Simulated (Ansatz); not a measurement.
Consider ZnS.

```xyz
8
Lattice="5.3908 0.0012 0.0013 0.0012 5.3866 -0.0008 0.0013 -0.0008 5.3900" Properties=species:S:1:pos:R:3 pbc="T T T"
Zn    2.6954    0.0006    0.0006
Zn    0.0006    2.6933   -0.0004
Zn    0.0006   -0.0004    2.6950
Zn    2.6966    2.6935    2.6952
S     1.3471    1.3481    1.3494
S     4.0431    4.0420    1.3497
S     4.0431    1.3483    4.0451
S     1.3483    4.0410    4.0440
```

Space group F-43m; changed on purpose from its base cell (all S atoms moved 0.5 A in one direction; relaxed back).

Computed with DFT r2SCAN, scalar-relativistic, plane waves, PAW (Ansatz 0.2.0).

> What can the converged valence pseudo-density and electron localisation function tell about the bonding?

Zn–S (2.34 Å): the density is about 0.52 e/Å³ at the midpoint; the ELF peaks at about 0.90 in the valence shell of S, 0.8 Å from its nucleus, and is about 0.60 at the midpoint.

> Does the calculation give a band gap?

It is gapped, with a Kohn–Sham gap of 2.7 eV on the k-point mesh (the band edges may lie off the mesh, which would make the gap smaller).

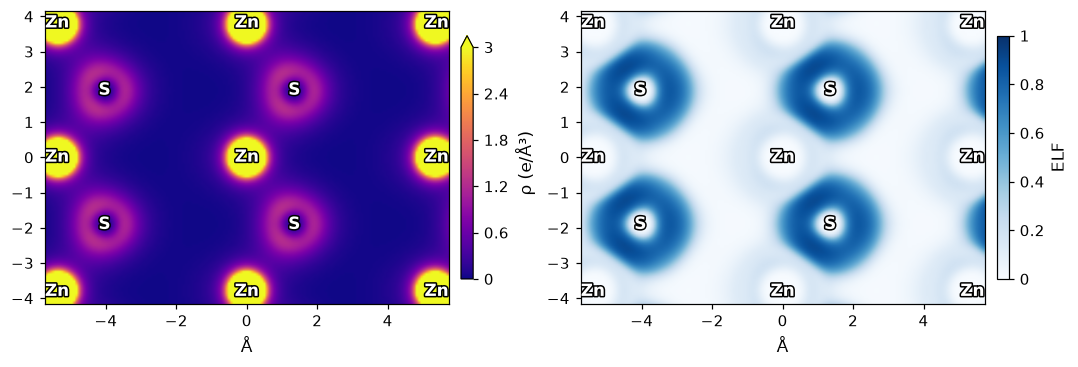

Computed valence pseudo-density and electron localisation function on the (101) plane of the conventional cell, in this order. 

Core electrons are frozen (PAW), and the valence fields are smoothed inside the atomic spheres.
